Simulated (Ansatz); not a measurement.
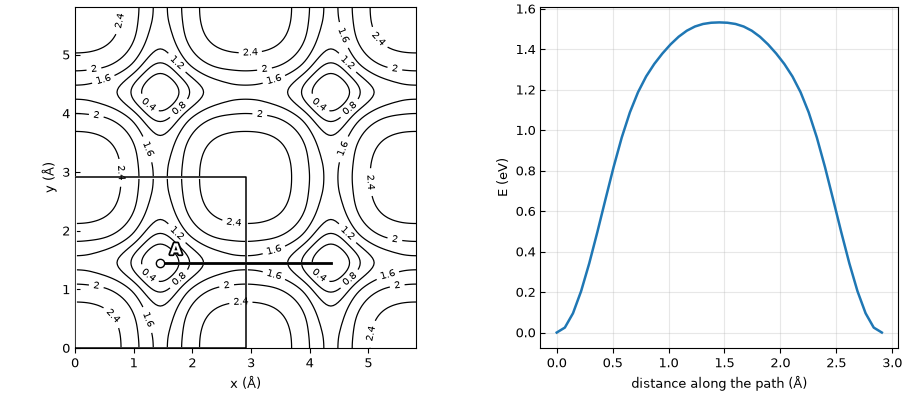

O on a Ti(100) slab cut from the Fm-3m phase, its upper half relaxed before the scan (12 atoms of substrate and one adsorbate in a 2 × 2 cell). O is moved over the surface cell; relaxed at each place: the height of the adsorbate's atoms; substrate rigid; the origin of the map has the adsorbate above Ti9. Places are given modulo a cell vector. The map is drawn in real space over the plane of the surface. The scan uses a 6 × 6 grid; 10 points were computed and 26 follow by symmetry. Places are given in fractions of the 1 × 1 surface cell. Energies are in eV, from the lowest grid point. The runs have no spin polarisation; a magnetic state may lie lower. All numbers below come from Ansatz 0.2.0, DFT PBE, scalar-relativistic, plane waves, PAW. Settings: cutoff 420 eV, k-mesh 5×5×1, gaussian smearing 0.1 eV, no spin polarisation.

In the figure: contour lines labelled in eV, a line along the lowest path, the outline of one cell of the 2 × 2 shown, the energy along the path at the right, the start A. Between grid points the surface is interpolated.

Describe the path and its barrier.

Answer. The easiest path leads from the well at a fourfold hollow over a second-layer Ti atom, (3/6, 3/6) of the cell vectors to its copy one period on. Its highest point lies about 1.5 eV above the bottom of the first well on the interpolated surface, at a bridge site between two Ti atoms, (0/6, 3/6) of the cell vectors. This is the barrier on the constrained surface; relaxing the other coordinates would change it.

PAW datasets: the set soft_1.
